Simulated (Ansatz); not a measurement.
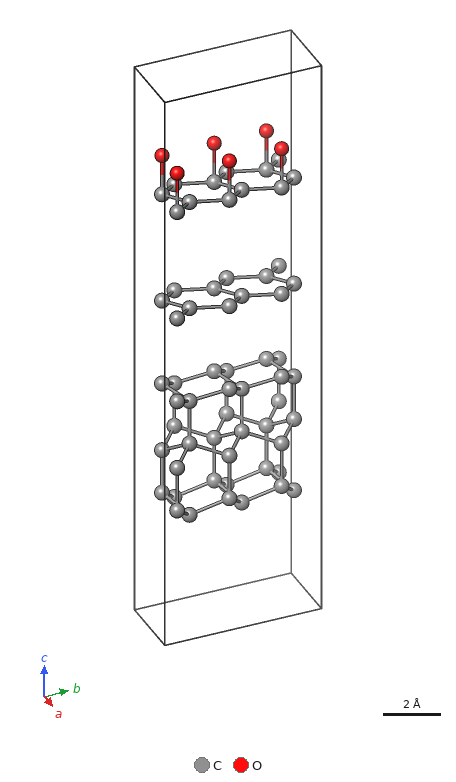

The starting structure (ball-and-stick view of the 2 × 3 repeat of the cell, with the vacuum cut short, seen slightly off an axis). An atom can appear more than once, as a periodic image. Near neighbours in the periodic cell (some may lie outside the picture): C has 3 C at 1.44 to 1.53 Å; C has 4 C at 1.49 to 1.56 Å; C has 3 C at 1.44 Å and 1 O at 1.42 Å; O has 1 C at 1.42 Å.

**Geometry relaxation of C$_{10}$O (part 1 of 5)**

- system: C$_{10}$O (slab, 11 atoms in the cell)
- method: DFT PBEsol, scalar-relativistic, plane waves, PAW, spin-polarised (Ansatz 0.2.0)

The structure derives from an entry of the Crystallography Open Database. The input holds or restrains some coordinates. Forces given for the steps count only the free coordinates. It belongs to a series of runs on one base structure; here: O put at a top C site.

**Input**
```yaml
crystal:
  lattice:
    - [2.4988149563, 0.0, 0.0]
    - [-1.2494074781, 2.1640372315, 0.0]
    - [0.0, 0.0, 27.8442861088]
  atoms:
    - { symbol: C, position: [0.3333333333, 0.6666666667, 0.3052690942] }
    - { symbol: C, position: [0.6666666667, 0.3333333333, 0.3240382868] }
    - { symbol: C, position: [0.6666666667, 0.3333333333, 0.3799852434] }
    - { symbol: C, position: [0.3333333333, 0.6666666667, 0.398754436] }
    - { symbol: C, position: [0.3333333333, 0.6666666667, 0.4547013927] }
    - { symbol: C, position: [0.6666666667, 0.3333333333, 0.4675208682] }
    - { symbol: C, position: [0.6666666667, 0.3333333333, 0.5763523093] }
    - { symbol: C, position: [0.3333333333, 0.6666666667, 0.5766645208] }
    - { symbol: C, position: [0.3333333333, 0.6666666667, 0.716043567] }
    - { symbol: C, position: [0.6666666667, 0.3333333333, 0.7160454443] }
    - { symbol: O, position: [0.6666666667, 0.3333333333, 0.76704334], spin: 2.0 }
basis:
  ecutwfc: 420
kpoints:
  mp_grid: { grid: [12, 12, 1] }
hamiltonian:
  xc: pbesol
scf:
  occupations: { method: gaussian, width: 0.05 }
output:
  forces: true
  eigenvalues: true
  populations: true
  write_density: true
  write_potential: true
  elf: true
  volumetric_format: npy
magnetization:
  spin_polarized: true
relax:
  adjacent_minimum: "off"
  f_tol: 0.03
  max_steps: 70
  constraints: [{ sites: [0, 1, 2, 3, 4] }]
efield:
  axis: 3
  dipole_correction: true
  ramp_width: 0.04
```

Hardware: 2 threads of Intel Xeon (Granite Rapids), 192 GiB of memory available, shared host.

Run as:
```bash
ansatz run input.yaml --threads 2 --pin off --max-ram 5120MiB --backend cpu --events-out ev --progress --plain --runs-dir out
```

**Output**
```
Engine: ansatz 0.2.0, x86_64-unknown-linux-gnu
Pseudopotentials: kind: paw
Pseudopotential: C, paw, valence charge 4, recommended cutoff 420 eV (normal), C.paw.azcp
Pseudopotential: O, paw, valence charge 6, recommended cutoff 420 eV (normal), O.paw.azcp
Functional definition: PBEsol
  exchange = pbesol_x
  correlation = pbesol_c
Crystal: 11 atoms, lattice volume = 150.569 Å³
Basis set: ecut = 420 eV, 2883 PW (Γ), exchange–correlation on 36×36×384 points (8 copies of the dense FFT grid, shifted against one another)
Bands: 35, of which v1, the nominal top of the filled ones, is band 23 counted from 1 (22 counted from 0)
Symmetry: 6 space group operations
k-points: 19 of 144 (time reversal used)
Non-local potential: C, projectors of the file, l = 0: 2, l = 1: 2, l = 2: 1
Non-local potential: O, projectors of the file, l = 0: 2, l = 1: 2, l = 2: 1
PAW form: soft (Blöchl's): semilocal exchange-correlation on the pseudo side does not see the compensation charge
PAW frozen core: C, regenerated for the run's functional, and the local potential with it (the file was generated under x = pbe(κ = 0.804, μ = 0.2195149727645171), c = pbe(β = 0.06672455060314922))
PAW frozen core: O, regenerated for the run's functional, and the local potential with it (the file was generated under x = pbe(κ = 0.804, μ = 0.2195149727645171), c = pbe(β = 0.06672455060314922))
PAW one-centre angular grid: C, 110 points (default); XC on 64 Gauss nodes
PAW one-centre angular grid: O, 110 points (default); XC on 64 Gauss nodes
Starting moments: Σ|m| = 2 μB on 1 of 11 sites
Initial wavefunctions: pseudopotential atomic-orbital guess
Functional: x = pbesol(κ = 0.804, μ = 0.12345679012345678), c = pbesol(β = 0.046)
```
